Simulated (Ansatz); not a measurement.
**Two runs on FeCo$_{3}$**

System: FeCo$_{3}$ (Pm-3m, 4 atoms in the cell).
Method of run A: DFT PBEsol, scalar-relativistic, plane waves, PAW, spin-polarised (Ansatz 0.2.0).

The structure derives from a Materials Project entry. Text and figures count atoms from 1; the logs count them from 0 in places.

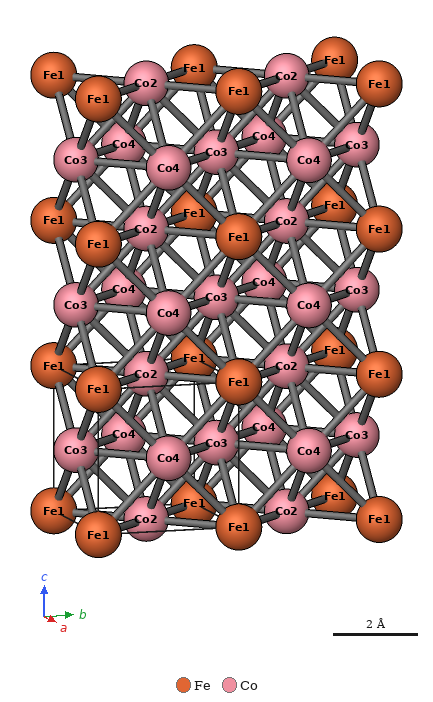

**Figure 1.** The input geometry (ball-and-stick view of the cell of the calculation, repeated 1 × 2 × 3, seen slightly off an axis; atoms are numbered from 1 in the order of the input). An atom can appear more than once, as a periodic image. Near neighbours in the periodic cell (some may lie outside the picture): Fe has 12 Co at 2.50 Å; Co has 8 Co at 2.50 Å and 4 Fe at 2.50 Å.

### Input file, run A
```yaml
crystal:
  lattice:
    - [3.53570262, 0.0, 0.0]
    - [0.0, 3.53570262, 0.0]
    - [0.0, 0.0, 3.53570262]
  atoms:
    - { symbol: Fe, position: [0.0, 0.0, 0.0], spin: 4.0 }
    - { symbol: Co, position: [0.5, 0.5, 0.0], spin: -3.0 }
    - { symbol: Co, position: [0.5, 0.0, 0.5], spin: -3.0 }
    - { symbol: Co, position: [0.0, 0.5, 0.5], spin: -3.0 }
basis:
  ecutwfc: 420
kpoints:
  mp_grid: { grid: [12, 12, 12] }
hamiltonian:
  xc: pbesol
scf:
  occupations: { method: gaussian, width: 0.1 }
  lower_state_search: "off"
output:
  forces: true
  stress: true
  eigenvalues: true
  populations: true
magnetization:
  spin_polarized: true
```

Launched with:
```bash
ansatz run input.yaml --threads 1 --pin off --max-ram 2560MiB --backend cpu --events-out ev --progress --plain --runs-dir out
```

Hardware: 1 thread of Arm Neoverse V1, 24 GiB of memory available, shared host.

### Output, shortened to warnings, some set-up lines, iterations and results (run A)
```
Basis set: ecut = 420 eV, 847 PW (Γ), exchange–correlation on 48×48×48 points (8 copies of the dense FFT grid, shifted against one another)
Symmetry: 48 space group operations
k-points: 84 of 1728
Initial density: superposition of atomic densities (chi_scale 0.1, normalization cell)
[...]
SCF iter   1: F=—  HF=-19725.746039 eV  |F-HF|=—  |Δ(HF+E_count)|=         —  Δρ=1.45e-1 (↑1.45e-1 ↓1.36e-1)  dr2=4.57e0  dr2_m=6.81e0  M=-2.069 μB ∫|m|=8.420 μB  β_m=0.30  …
SCF iter   2: F=—  HF=-19725.689598 eV  |F-HF|=—  |Δ(HF+E_count)|=   5.64e-2  Δρ=1.97e-1 (↑5.71e-2 ↓1.97e-1)  dr2=8.82e0  dr2_m=6.29e0  M=-4.039 μB ∫|m|=8.507 μB  β_m=0.30  …
SCF iter   3: F=—  HF=-19725.398762 eV  |F-HF|=—  |Δ(HF+E_count)|=   2.91e-1  Δρ=1.59e-1 (↑1.59e-1 ↓1.16e-1)  dr2=2.78e0  dr2_m=7.27e0  M=-2.039 μB ∫|m|=8.452 μB  β_m=0.30  …
SCF iter   4: F=—  HF=-19726.189395 eV  |F-HF|=—  |Δ(HF+E_count)|=   7.91e-1  Δρ=1.87e-1 (↑3.27e-2 ↓1.87e-1)  dr2=1.09e1  dr2_m=4.69e0  M=-3.985 μB ∫|m|=8.070 μB  β_m=0.38  …
SCF iter   5: F=—  HF=-19729.172182 eV  |F-HF|=—  |Δ(HF+E_count)|=    2.98e0  Δρ=3.22e-1 (↑3.22e-1 ↓1.48e-1)  dr2=6.06e1  dr2_m=1.11e1  M=0.439 μB ∫|m|=6.413 μB  β_m=0.04  …
[... 37 lines ...]
SCF iter  43: F=—  HF=-19727.691316 eV  |F-HF|=—  |Δ(HF+E_count)|=   1.33e-3  Δρ=9.06e-4 (↑5.70e-4 ↓9.06e-4)  dr2=7.77e-4  dr2_m=2.81e-5  M=7.363 μB ∫|m|=7.856 μB  …
SCF iter  44: F=—  HF=-19727.691245 eV  |F-HF|=—  |Δ(HF+E_count)|=   7.11e-5  Δρ=1.23e-4 (↑1.12e-4 ↓1.23e-4)  dr2=2.84e-6  dr2_m=4.28e-6  M=7.366 μB ∫|m|=7.859 μB  …
SCF iter  45: F=-19727.691244 eV  HF=-19727.691244 eV  |F-HF|=2.96e-9  |Δ(HF+E_count)|=   6.79e-8  Δρ=8.52e-6 (↑5.50e-6 ↓8.52e-6)  dr2=6.11e-9  dr2_m=1.54e-8  M=7.367 μB …
SCF iter  46: F=-19727.691244 eV  HF=-19727.691244 eV  |F-HF|=2.96e-9  |Δ(HF+E_count)|=    0.00e0  Δρ=8.52e-6 (↑5.50e-6 ↓8.52e-6)  dr2=6.12e-9  dr2_m=1.54e-8  M=7.367 μB …
SCF 1 converged in 46 iterations: F = -19727.691244 eV  dr2 = 6.12e-9
SCF converged after 46 iterations
Magnetization: 7.3666 μB (37.1833 up, 29.8167 down)
Absolute magnetization: 7.8625 μB (∫|ρ↑−ρ↓|, with the PAW one-centre terms)
Spin contamination: 0.1158 ħ² per cell (⟨S²⟩ above its minimum at these occupations)
Per-site moments (μB) at R_I (Å): [(2.591515568409035, 1.0312992107801802), (1.661781007779334, 1.0312992107801802), (1.6617810077793345, 1.0312992107801802), (1.661781007779334, 1.0312992107801802)]
Free energy (F): -19727.691244 eV
Harris-Foulkes:  -19727.691244 eV  (|F-HF|=2.96e-9)
Internal energy: -19727.670155 eV  (E = F + TS)
E sigma→0 (E₀):  -19727.680700 eV
Entropy (-TS):   -0.021090 eV (-5.272 meV/atom)
Fermi energy:    18.387652 eV
--- Per-component energies (eV) ---
  E_band       = -956.589843
  E_kinetic    = 1710.485270
  E_local      = -10614.071205  (includes V_loc(G=0)·N_el)
  E_nonlocal   = 1588.226320
  E_hartree    = 4440.858574
  E_xc         = -589.763547
  E_vxc        = -764.152086  (∫ρ·V_xc dr)
  E_paw        = -5783.103835  (= ΣΔE_a)
  E_vpaw       = -1758.796540  (= ΣTr[D̂ρ^β])
  E_aug_tail   = 0.000982  (compensation charges beyond the density's cutoff)
  E_ewald      = -10481.047173
  E_core_change = 0.744459  (= ΣΔE_core)
  E_smearing   = -0.021090  (= −TS)
  E_closure    = -0.000000  (closes the sum)
  Σ components = -19727.691244   (vs F -19727.691244, Δ=0.00e0)
--- Forces (eV/Å), atoms counted from 1 ---
  atom   1  Fe    -0.00000000    -0.00000000    -0.00000000
  atom   2  Co     0.00000000     0.00000000     0.00000000
  atom   3  Co    -0.00000000    -0.00000000     0.00000000
  atom   4  Co     0.00000000     0.00000000     0.00000000
  max |Σ_I F_I| component: 1.01e-28 eV/Å
--- Stress (GPa, compression-positive) ---
       -8.476777       0.000000       0.000000
        0.000000      -8.476777       0.000000
        0.000000       0.000000      -8.476777
  P = ⅓ Tr σ = -8.4768 GPa (-84.768 kbar)
--- Löwdin populations: 4 sites ---
  site symbol       q [e]    m [muB]
     0     Fe     15.7855     2.6420
     1     Co     16.7683     1.6566
     2     Co     16.7683     1.6566
     3     Co     16.7683     1.6566
  spilling = 0.013576 (of n_electrons = 67.000000)
```

For run B the input was changed thus:
```diff
-  ecutwfc: 420
+  ecutwfc: 500
-  xc: pbesol
+  xc: r2scan
```

What does this change do to the results?

The total energies belong to different methods, so their difference says nothing on which is more stable or more accurate. The net moment of the cell goes from 7.37 to −2.84 μB. The pressure goes from −8.48 to −4.70 GPa. The functional changes from PBEsol to r2SCAN. The SCF takes 35 iterations against 46. The plane waves at Γ go from 847 to 1141. On the same kind of shared host run B took about 0.56 times as long.

### Output, shortened to warnings, some set-up lines, iterations and results (run B)
```
Basis set: ecut = 500 eV, 1141 PW (Γ), exchange–correlation on 108×108×108 points (64 copies of the dense FFT grid, shifted against one another)
Symmetry: 48 space group operations
k-points: 84 of 1728
Initial density: superposition of atomic densities (chi_scale 0.1, normalization cell)
[...]
SCF iter   1: F=-19874.999572 eV  HF=-19877.671695 eV  |F-HF|=2.67e0  |Δ(HF+E_count)|=         —  Δρ=1.14e-1 (↑1.14e-1 ↓9.54e-2)  dr2=4.44e0  dr2_τ=8.12e-2  dr2_m=3.45e0  …
SCF iter   2: F=-19874.228440 eV  HF=-19877.873003 eV  |F-HF|=3.64e0  |Δ(HF+E_count)|=   2.01e-1  Δρ=1.32e-1 (↑3.87e-2 ↓1.32e-1)  dr2=4.86e0  dr2_τ=1.26e-1  dr2_m=2.53e0  …
SCF iter   3: F=-19878.305125 eV  HF=-19877.803689 eV  |F-HF|=5.01e-1  |Δ(HF+E_count)|=   6.93e-2  Δρ=8.51e-2 (↑8.51e-2 ↓8.03e-2)  dr2=3.14e-1  dr2_τ=6.72e-2  dr2_m=2.68e0  …
SCF iter   4: F=-19878.482149 eV  HF=-19878.135884 eV  |F-HF|=3.46e-1  |Δ(HF+E_count)|=   3.32e-1  Δρ=3.67e-2 (↑1.98e-2 ↓3.67e-2)  dr2=2.20e-1  dr2_τ=1.09e-2  dr2_m=2.66e-1  …
SCF iter   5: F=-19878.321969 eV  HF=-19878.207657 eV  |F-HF|=1.14e-1  |Δ(HF+E_count)|=   7.18e-2  Δρ=2.91e-2 (↑2.91e-2 ↓2.70e-2)  dr2=5.04e-1  dr2_τ=3.86e-3  dr2_m=1.91e-1  …
[... 26 lines ...]
SCF iter  32: F=-19879.224680 eV  HF=-19879.224680 eV  |F-HF|=4.96e-7  |Δ(HF+E_count)|=   5.85e-7  Δρ=1.64e-5 (↑1.64e-5 ↓6.31e-6)  dr2=9.53e-8  dr2_τ=9.33e-10  dr2_m=2.46e-8  …
SCF iter  33: F=-19879.224681 eV  HF=-19879.224681 eV  |F-HF|=1.04e-7  |Δ(HF+E_count)|=   6.50e-7  Δρ=1.43e-5 (↑1.43e-5 ↓3.30e-6)  dr2=8.16e-8  dr2_τ=7.07e-10  dr2_m=1.71e-8  …
SCF iter  34: F=-19879.224681 eV  HF=-19879.224681 eV  |F-HF|=1.03e-7  |Δ(HF+E_count)|=   2.21e-7  Δρ=6.61e-6 (↑5.83e-6 ↓6.61e-6)  dr2=7.67e-9  dr2_τ=2.76e-10  dr2_m=1.22e-8  …
SCF iter  35: F=-19879.224681 eV  HF=-19879.224681 eV  |F-HF|=1.31e-8  |Δ(HF+E_count)|=   4.45e-7  Δρ=2.81e-6 (↑2.81e-6 ↓2.44e-6)  dr2=2.13e-9  dr2_τ=9.81e-11  dr2_m=1.44e-9  …
SCF 1 converged in 35 iterations: F = -19879.224681 eV  dr2 = 2.13e-9
this state was not tested for a lower state beside it, because the mixer in use, unlike msr1, does not test its closes by its own steps (another_mixer; see scf.mixing.algorithm and scf.lower_state_search)
SCF converged after 35 iterations
Magnetization: -2.8393 μB (32.0803 up, 34.9197 down)
Absolute magnetization: 7.2260 μB (∫|ρ↑−ρ↓|, with the PAW one-centre terms)
Spin contamination: 2.0300 ħ² per cell (⟨S²⟩ above its minimum at these occupations)
Per-site moments (μB) at R_I (Å): [(1.7953658042934872, 1.0312992107801802), (-1.6702986669613018, 1.0312992107801802), (-1.670298666961301, 1.0312992107801802), (-1.6702986669613018, 1.0312992107801802)]
Free energy (F): -19879.224681 eV
Harris-Foulkes:  -19879.224681 eV  (|F-HF|=1.31e-8)
Internal energy: -19879.202595 eV  (E = F + TS)
E sigma→0 (E₀):  -19879.213638 eV
Entropy (-TS):   -0.022086 eV (-5.522 meV/atom)
Fermi energy:    18.685184 eV
--- Per-component energies (eV) ---
  E_band       = -1047.258993
  E_kinetic    = 1712.381248
  E_local      = -10621.436725  (includes V_loc(G=0)·N_el)
  E_nonlocal   = 1589.521504
  E_hartree    = 4457.114200
  E_xc         = -586.021410
  E_vxc        = -857.683835  (∫ρ·V_xc dr)
  E_paw        = -5948.539525  (= ΣΔE_a)
  E_vpaw       = -1840.517350  (= ΣTr[D̂ρ^β])
  E_aug_tail   = 0.000379  (compensation charges beyond the density's cutoff)
  E_vtau       = 56.249253  (kinetic-family band-sum trace: ∫τ·v_τ [+ j·A + Jᵃ·Aᵃ] dr)
  E_ewald      = -10481.047173
  E_core_change = -1.175094  (= ΣΔE_core)
  E_smearing   = -0.022086  (= −TS)
  E_closure    = -0.000000  (closes the sum)
  Σ components = -19879.224681   (vs F -19879.224681, Δ=0.00e0)
--- Forces (eV/Å), atoms counted from 1 ---
  atom   1  Fe    -0.00000000    -0.00000000    -0.00000000
  atom   2  Co     0.00000000     0.00000000     0.00000000
  atom   3  Co     0.00000000    -0.00000000     0.00000000
  atom   4  Co     0.00000000     0.00000000    -0.00000000
  max |Σ_I F_I| component: 4.20e-28 eV/Å
--- Stress (GPa, compression-positive) ---
       -4.704829      -0.000000      -0.000000
        0.000000      -4.704829       0.000000
        0.000000       0.000000      -4.704829
  P = ⅓ Tr σ = -4.7048 GPa (-47.048 kbar)
--- Löwdin populations: 4 sites ---
  site symbol       q [e]    m [muB]
     0     Fe     15.8397     1.8541
     1     Co     16.7354    -1.6428
     2     Co     16.7354    -1.6428
     3     Co     16.7354    -1.6428
  spilling = 0.014241 (of n_electrons = 67.000000)
```

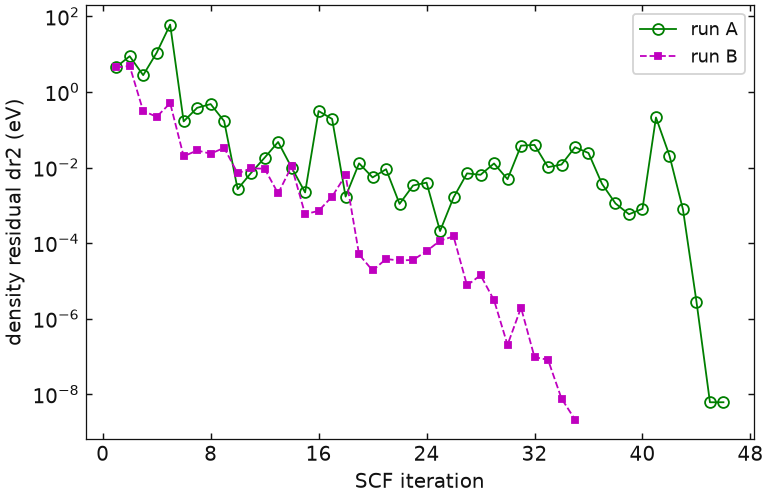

**Figure 2.** Convergence of the two runs: density residual dr2 against the SCF iteration. Run A takes 46 iterations in all, and run B takes 35.

### The two runs side by side

| quantity | run A | run B |
| --- | --- | --- |
| outcome | converged | converged |
| free energy per atom (eV) | −4931.9228 | −4969.8062 |
| energy per atom, smearing taken to zero (eV) | −4931.9202 | −4969.8034 |
| gap on the mesh (eV) | 0.00 | 0.00 |
| net moment of the cell (μB) | 7.37 | −2.84 |
| absolute moment of the cell (μB) | 7.86 | 7.23 |
| pressure (GPa) | −8.48 | −4.70 |
| largest force (eV/Å) | 0.000 | 0.000 |
| SCF iterations | 46 | 35 |
| irreducible k-points | 84 | 84 |
| plane waves at Γ | 847 | 1141 |
| wall time (shared host) | 4.8 min | 2.7 min |

For run A: The cell is under a tension of 8.5 GPa at this level, so it is not at its equilibrium volume. For run B: The electronic state found may not be the lowest one. Warnings: the state was not tested for a lower one.
